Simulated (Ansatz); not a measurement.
**TiAl: a changed input and its effect**

System: TiAl (2 atoms in the cell).
Method of run 1: DFT PBEsol, scalar-relativistic, plane waves, PAW, no spin polarisation (Ansatz 0.2.0).

The structure derives from a Materials Project entry. Text and figures count atoms from 1; the logs count them from 0 in places.

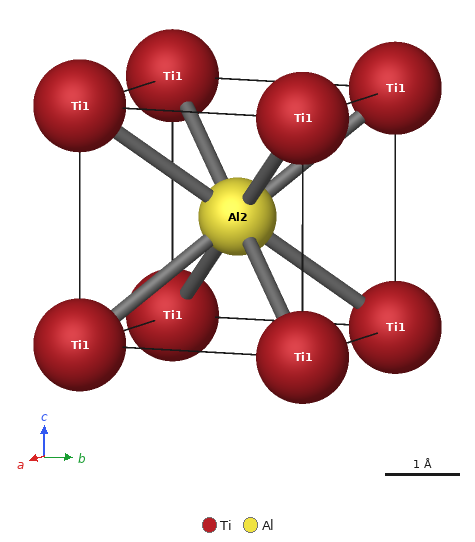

The input geometry (ball-and-stick view of the cell of the calculation, seen slightly off an axis; atoms are numbered from 1 in the order of the input). Near neighbours in the crystal (not all of them lie inside the picture): Ti has 8 Al at 2.86 Å; Al has 8 Ti at 2.86 Å.

### The input, run 1
```yaml
crystal:
  lattice:
    - [3.3007903606, 0.0, 0.0]
    - [0.0, 3.3007903606, 0.0]
    - [0.0, 0.0, 3.3007903606]
  atoms:
    - { symbol: Ti, position: [0.0, 0.0, 0.0] }
    - { symbol: Al, position: [0.5, 0.5, 0.5] }
basis:
  ecutwfc: 420
kpoints:
  mp_grid: { grid: [14, 14, 14] }
hamiltonian:
  xc: pbesol
scf:
  occupations: { method: gaussian, width: 0.1 }
output:
  forces: true
  stress: true
  eigenvalues: true
```

Hardware: 1 thread of an Arm (aarch64) CPU, shared host.

### Output, shortened to warnings, some set-up lines, iterations and results (run 1)
```
Basis set: ecut = 420 eV, 739 PW (Γ), exchange–correlation on 48×48×48 points (8 copies of the dense FFT grid, shifted against one another)
Symmetry: 48 space group operations
k-points: 120 of 2744
Initial density: superposition of atomic densities (neutral atoms: chi_scale 0, normalization atom), corrected by the library's trained network
[...]
SCF iter   1: F=—  HF=-2998.801832 eV  |F-HF|=—  |Δ(HF+E_count)|=         —  Δρ=4.11e-3  dr2=8.33e-3  ethr=1.77e-3  ⟨swp⟩=5.0  Hψ=7340  notcnv=0
SCF iter   2: F=—  HF=-2998.800511 eV  |F-HF|=—  |Δ(HF+E_count)|=   1.32e-3  Δρ=2.76e-3  dr2=5.02e-3  ethr=5.55e-5  ⟨swp⟩=1.0  Hψ=2400  notcnv=0
SCF iter   3: F=—  HF=-2998.799170 eV  |F-HF|=—  |Δ(HF+E_count)|=   1.34e-3  Δρ=5.12e-4  dr2=7.00e-5  ethr=3.35e-5  ⟨swp⟩=2.0  Hψ=1788  notcnv=0
SCF iter   4: F=—  HF=-2998.799145 eV  |F-HF|=—  |Δ(HF+E_count)|=   2.53e-5  Δρ=8.12e-5  dr2=1.44e-6  ethr=4.67e-7  ⟨swp⟩=2.5  Hψ=2096  notcnv=0
SCF iter   5: F=-2998.799144 eV  HF=-2998.799144 eV  |F-HF|=2.77e-8  |Δ(HF+E_count)|=   9.12e-7  Δρ=8.90e-6  dr2=3.13e-8  ethr=9.61e-9  ⟨swp⟩=2.4  Hψ=1878  notcnv=0
SCF iter   6: F=-2998.799144 eV  HF=-2998.799144 eV  |F-HF|=8.19e-12  |Δ(HF+E_count)|=   1.26e-8  Δρ=5.14e-7  dr2=4.16e-11  ethr=2.09e-10  ⟨swp⟩=2.5  Hψ=4579  notcnv=0
SCF 1 converged in 6 iterations: F = -2998.799144 eV  dr2 = 4.16e-11
SCF converged after 6 iterations
Free energy (F): -2998.799144 eV
Harris-Foulkes:  -2998.799144 eV  (|F-HF|=8.19e-12)
Internal energy: -2998.785198 eV  (E = F + TS)
E sigma→0 (E₀):  -2998.792171 eV
Entropy (-TS):   -0.013946 eV (-6.973 meV/atom)
Fermi energy:    9.920020 eV
--- Per-component energies (eV) ---
  E_band       = -184.547902
  E_kinetic    = 292.039148
  E_local      = -1078.904700  (includes V_loc(G=0)·N_el)
  E_nonlocal   = 20.279085
  E_hartree    = 452.566400
  E_xc         = -134.793071
  E_vxc        = -148.938955  (∫ρ·V_xc dr)
  E_paw        = -1477.295729  (= ΣΔE_a)
  E_vpaw       = -174.155411  (= ΣTr[D̂ρ^β])
  E_aug_tail   = 0.000116  (compensation charges beyond the density's cutoff)
  E_ewald      = -1072.834969
  E_core_change = 0.158523  (= ΣΔE_core)
  E_smearing   = -0.013946  (= −TS)
  E_closure    = 0.000000  (closes the sum)
  Σ components = -2998.799144   (vs F -2998.799144, Δ=0.00e0)
--- Forces (eV/Å), atoms counted from 1 ---
  atom   1  Ti     0.00000000    -0.00000000    -0.00000000
  atom   2  Al     0.00000000     0.00000000    -0.00000000
  max |Σ_I F_I| component: 1.97e-31 eV/Å
--- Stress (GPa, compression-positive) ---
      -12.170829      -0.000000       0.000000
       -0.000000     -12.170829       0.000000
        0.000000       0.000000     -12.170829
  P = ⅓ Tr σ = -12.1708 GPa (-121.708 kbar)
```

For run 2 the input was changed thus:
```diff
-    - [3.3007903606, 0.0, 0.0]
-    - [0.0, 3.3007903606, 0.0]
-    - [0.0, 0.0, 3.3007903606]
+    - [3.3186884909, 0.0, 0.0]
+    - [0.0, 3.3186884909, 0.0]
+    - [0.0, 0.0, 3.3186884909]
```

How does run 2 compare with run 1?

With the same functional and potentials, run 2 lies 23.3 meV per atom higher. The pressure goes from −12.17 to −13.19 GPa. The volume per atom goes from 17.98 to 18.28 Å³. The cell is scaled evenly with the atoms at fixed fractional positions, so −ΔP/Δ ln V estimates the bulk modulus midway between the two volumes: about 63 GPa. The number of SCF iterations is the same.

### Output, shortened to warnings, some set-up lines, iterations and results (run 2)
```
Basis set: ecut = 420 eV, 739 PW (Γ), exchange–correlation on 48×48×48 points (8 copies of the dense FFT grid, shifted against one another)
Symmetry: 48 space group operations
k-points: 120 of 2744
Initial density: superposition of atomic densities (neutral atoms: chi_scale 0, normalization atom), corrected by the library's trained network
[...]
SCF iter   1: F=—  HF=-2998.755185 eV  |F-HF|=—  |Δ(HF+E_count)|=         —  Δρ=4.07e-3  dr2=8.19e-3  ethr=1.77e-3  ⟨swp⟩=5.0  Hψ=7345  notcnv=0
SCF iter   2: F=—  HF=-2998.753921 eV  |F-HF|=—  |Δ(HF+E_count)|=   1.26e-3  Δρ=2.72e-3  dr2=4.98e-3  ethr=5.46e-5  ⟨swp⟩=1.0  Hψ=2400  notcnv=0
SCF iter   3: F=—  HF=-2998.752602 eV  |F-HF|=—  |Δ(HF+E_count)|=   1.32e-3  Δρ=5.02e-4  dr2=6.92e-5  ethr=3.32e-5  ⟨swp⟩=2.0  Hψ=1781  notcnv=0
SCF iter   4: F=—  HF=-2998.752569 eV  |F-HF|=—  |Δ(HF+E_count)|=   3.23e-5  Δρ=8.06e-5  dr2=1.45e-6  ethr=4.62e-7  ⟨swp⟩=2.5  Hψ=2112  notcnv=0
SCF iter   5: F=-2998.752569 eV  HF=-2998.752569 eV  |F-HF|=2.62e-8  |Δ(HF+E_count)|=   9.25e-7  Δρ=8.54e-6  dr2=3.05e-8  ethr=9.69e-9  ⟨swp⟩=2.5  Hψ=1902  notcnv=0
SCF iter   6: F=-2998.752569 eV  HF=-2998.752569 eV  |F-HF|=1.14e-11  |Δ(HF+E_count)|=   1.24e-8  Δρ=4.95e-7  dr2=3.88e-11  ethr=2.03e-10  ⟨swp⟩=2.5  Hψ=4607  notcnv=0
SCF 1 converged in 6 iterations: F = -2998.752569 eV  dr2 = 3.88e-11
SCF converged after 6 iterations
Free energy (F): -2998.752569 eV
Harris-Foulkes:  -2998.752569 eV  (|F-HF|=1.14e-11)
Internal energy: -2998.738327 eV  (E = F + TS)
E sigma→0 (E₀):  -2998.745448 eV
Entropy (-TS):   -0.014241 eV (-7.121 meV/atom)
Fermi energy:    9.723177 eV
--- Per-component energies (eV) ---
  E_band       = -187.541238
  E_kinetic    = 291.470483
  E_local      = -1087.007029  (includes V_loc(G=0)·N_el)
  E_nonlocal   = 20.252519
  E_hartree    = 455.215316
  E_xc         = -134.545538
  E_vxc        = -148.614624  (∫ρ·V_xc dr)
  E_paw        = -1477.233683  (= ΣΔE_a)
  E_vpaw       = -174.073317  (= ΣTr[D̂ρ^β])
  E_aug_tail   = 0.000109  (compensation charges beyond the density's cutoff)
  E_ewald      = -1067.049027
  E_core_change = 0.158523  (= ΣΔE_core)
  E_smearing   = -0.014241  (= −TS)
  E_closure    = 0.000000  (closes the sum)
  Σ components = -2998.752569   (vs F -2998.752569, Δ=0.00e0)
--- Forces (eV/Å), atoms counted from 1 ---
  atom   1  Ti    -0.00000000     0.00000000    -0.00000000
  atom   2  Al     0.00000000    -0.00000000    -0.00000000
  max |Σ_I F_I| component: 2.63e-31 eV/Å
--- Stress (GPa, compression-positive) ---
      -13.187408      -0.000000       0.000000
        0.000000     -13.187408       0.000000
        0.000000       0.000000     -13.187408
  P = ⅓ Tr σ = -13.1874 GPa (-131.874 kbar)
```

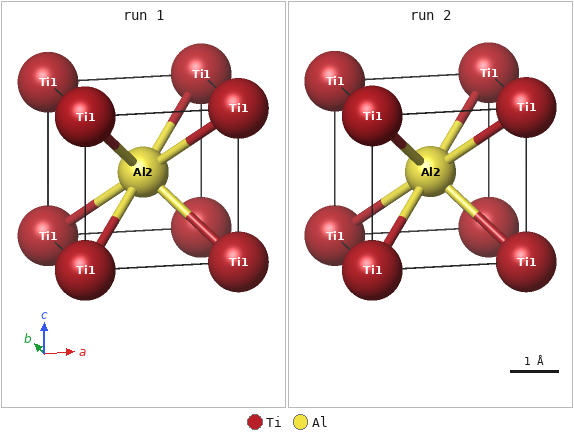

The two input geometries at one scale (ball-and-stick view of the cell of the calculation, seen slightly off an axis). The atoms keep their places relative to the cell (all moves are under 0.005 Å). The drawn cell changes as follows: a = b = c 3.301 → 3.319 Å (+0.5 %); the volume changes by +1.6 %. Among the contacts that change: Ti1–Al2 2.859 → 2.874 Å.

### The two runs side by side

| quantity | run 1 | run 2 |
| --- | --- | --- |
| outcome | converged | converged |
| free energy per atom (eV) | −1499.3996 | −1499.3763 |
| energy per atom, smearing taken to zero (eV) | −1499.3961 | −1499.3727 |
| gap on the mesh (eV) | 0.00 | 0.00 |
| pressure (GPa) | −12.17 | −13.19 |
| volume per atom (Å³) | 17.98 | 18.28 |
| largest force (eV/Å) | 0.000 | 0.000 |
| SCF iterations | 6 | 6 |
| irreducible k-points | 120 | 120 |
| plane waves at Γ | 739 | 739 |
| wall time (shared host) | 3 s | 4 s |

For run 1: The cell is under a tension of 12.2 GPa at this level, so it is not at its equilibrium volume. For run 2: The cell is under a tension of 13.2 GPa at this level, so it is not at its equilibrium volume.
